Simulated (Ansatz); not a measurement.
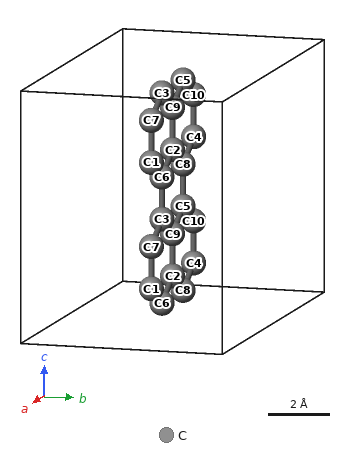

Starting structure of a wire of composition C. A ball-and-stick model of the 2 repeat of the cell, with the vacuum cut short, seen slightly off an axis.

Case: armchair ribbon, 5 formula units a period.

The calculation used Ansatz, DFT PBE, scalar-relativistic, plane waves, PAW.

The input:
```yaml
crystal:
  lattice:
    - [13.9, 0.0, 0.0]
    - [0.0, 9.3, 0.0]
    - [0.0, 0.0, 4.2721814252]
  atoms:
    - { symbol: C, position: [0.6774492875, 0.5, 0.3333333333] }
    - { symbol: C, position: [0.5, 0.5, 0.3333333333] }
    - { symbol: C, position: [0.5887246437, 0.5, 0.8333333333] }
    - { symbol: C, position: [0.3225507125, 0.5, 0.3333333333] }
    - { symbol: C, position: [0.4112753563, 0.5, 0.8333333333] }
    - { symbol: C, position: [0.5887246437, 0.5, 0.1666666667] }
    - { symbol: C, position: [0.6774492875, 0.5, 0.6666666667] }
    - { symbol: C, position: [0.4112753563, 0.5, 0.1666666667] }
    - { symbol: C, position: [0.5, 0.5, 0.6666666667] }
    - { symbol: C, position: [0.3225507125, 0.5, 0.6666666667] }
basis:
  ecutwfc: 420
kpoints:
  mp_grid: { grid: [1, 1, 13] }
hamiltonian:
  xc: pbe
scf:
  occupations: { method: gaussian, width: 0.05 }
output:
  forces: true
  stress: true
  eigenvalues: true
  populations: true
  write_density: true
  write_potential: true
  elf: true
  volumetric_format: npy
relax:
  adjacent_minimum: "off"
  f_tol: 0.02
  max_steps: 45
  cell: { fix: [a, b, alpha, beta, gamma], stress_tol: 0.03 }
```

Run as
```bash
ansatz run input.yaml --threads 4 --pin off --max-ram 11264MiB --backend cpu --events-out ev --progress --plain --runs-dir out
```

> Where does the relaxation end?

The energy falls by 2.007 eV per cell of the calculation in 5 accepted moves (8 points after the start). Largest force component: 6.9 eV/Å at the start, 0.013 eV/Å at the end. The line search rejected the trial step at point 2 of the run. At 2 points the geometry stayed and the basis and grid were re-selected for the new cell (energy shift of 9.5 meV per cell of the calculation at most each time). The largest moves relative to the centre of the atoms, 0.17 Å, are those of C1, C4, C7 and C10. Along the periodic axis the drawn cell goes c 8.544 → 8.771 Å (+2.7 %). Among the contacts that change: C1–C7 1.424 → 1.238 Å, C2–C6 1.424 → 1.451 Å, C1–C6 1.424 → 1.405 Å, C3–C6 1.424 → 1.412 Å. Among the angles between lasting bonds that change: C2–C8–C4 120.0° → 110.2°, C8–C4–C10 120.0° → 128.2°, C6–C2–C8 120.0° → 116.7°. The run took 17 s on 4 threads of Intel(R) Xeon(R) 6975P-C (Granite Rapids) (shared host), peak memory 0.94 GiB.

Final geometry:

```xyz
10
Lattice="13.9000 0.0000 0.0000 0.0000 9.3000 0.0000 0.0000 0.0000 4.3857" Properties=species:S:1:pos:R:3 pbc="T T T"
C     9.2897    4.6500    1.5739
C     6.9500    4.6500    1.4666
C     8.1851    4.6500    3.6800
C     4.6103    4.6500    1.5739
C     5.7149    4.6500    3.6800
C     8.1851    4.6500    0.7058
C     9.2897    4.6500    2.8118
C     5.7149    4.6500    0.7058
C     6.9500    4.6500    2.9192
C     4.6103    4.6500    2.8118
```

After the run, drawn alike:

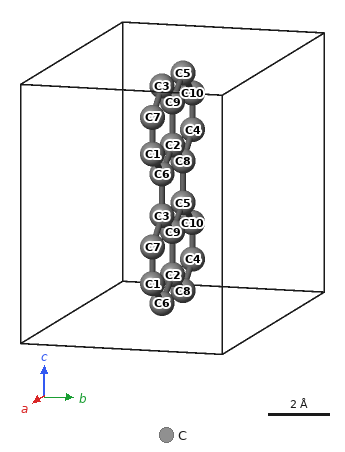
